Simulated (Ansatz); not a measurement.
System: TiO₂, space group I4_1/amd (No. 141) (cell built by us, not taken from a database).

Input file:
```
crystal:
  lattice:
    - [-1.8888985843, 1.8888985843, 4.7916842953]
    - [1.8888985843, -1.8888985843, 4.7916842953]
    - [1.8888985843, 1.8888985843, -4.7916842953]
  atoms:
    - { symbol: Ti, position: [0.75, 0.25, 0.5] }
    - { symbol: Ti, position: [0.0, 0.0, 0.0] }
    - { symbol: O, position: [0.5427126158, 0.0427126158, 0.5] }
    - { symbol: O, position: [0.7927126158, 0.7927126158, 0.0] }
    - { symbol: O, position: [0.2072873842, 0.2072873842, 0.0] }
    - { symbol: O, position: [0.9572873842, 0.4572873842, 0.5] }
kpoints:
  mp_grid: { grid: [8, 8, 8] }
hamiltonian:
  xc: r2scan
scf:
  occupations: { method: fixed }
dielectric: {}
```

Run as:
```bash
ansatz run input.yaml --threads 8 --pin off --max-ram 12902MiB --backend cpu --events-out ev --progress --plain --runs-dir out
```

Method: Born effective charges by linear response at the zone centre, in units of the proton charge, Cartesian axes of the given cell; DFT, r2SCAN, plane waves, PAW (Ansatz 0.2.0). Level: r2SCAN, no spin polarisation.

periodic directions 3; potentials PAW; wave cutoff 500 eV; k mesh 8×8×8.

Describe the result: the mean Born effective charge of each atom. The cases: Ti 1; Ti 2; O 1; O 2; O 3; O 4.

Ti 1 and Ti 2 share the largest size, 6.17 e, and the charges add up to 0.00 e. O 1, O 2, O 3 and O 4 are equally anisotropic; for O 1: its diagonal components run from −5.30 to −1.12 e.

```csv
atom,mean Born effective charge (e),Born charge xx (e),Born charge zz (e)
Ti 1,6.17,6.427,5.654
Ti 2,6.17,6.427,5.654
O 1,-3.08,-1.125,-2.827
O 2,-3.08,-5.302,-2.827
O 3,-3.08,-1.125,-2.827
O 4,-3.08,-5.302,-2.827
```

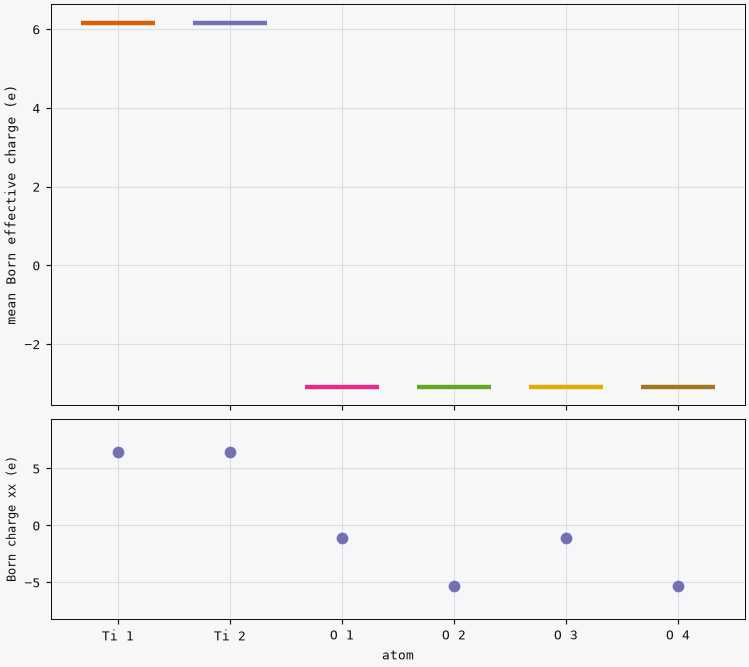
